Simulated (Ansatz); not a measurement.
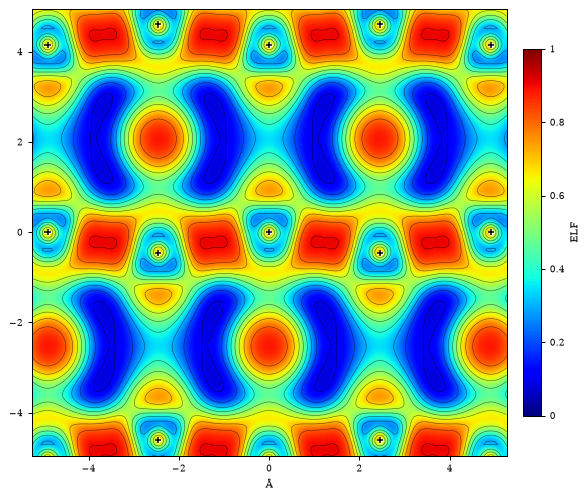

The electron localisation function on a plane through atoms (crosses mark nuclei in the plane).

Theory: DFT r2SCAN, scalar-relativistic, plane waves, PAW (Ansatz).

Candidates:
A. C, a = 2.46 Å, b = 4.25 Å, c = 7.02 Å, α = 90.00°, β = 90.00°, γ = 90.00°. Space group Fmmm; changed on purpose from its base cell (strain +0.000 along x and y, -0.015 along z, atoms carried along).
B. Si, a = 4.91 Å, b = 5.38 Å, c = 9.21 Å, α = 90.00°, β = 90.00°, γ = 90.00°. Space group Fmmm; a structure from a database of computed crystals, not necessarily the ambient phase.
C. Sc$_{3}$Al, a = 4.43 Å, b = 4.43 Å, c = 4.43 Å, α = 90.00°, β = 90.00°, γ = 90.00°. Space group P-4m2; a structure from a database of computed crystals, not necessarily the ambient phase.

### Which system is this?

Candidate B: Si on the (010) plane of the conventional cell, which holds Si.
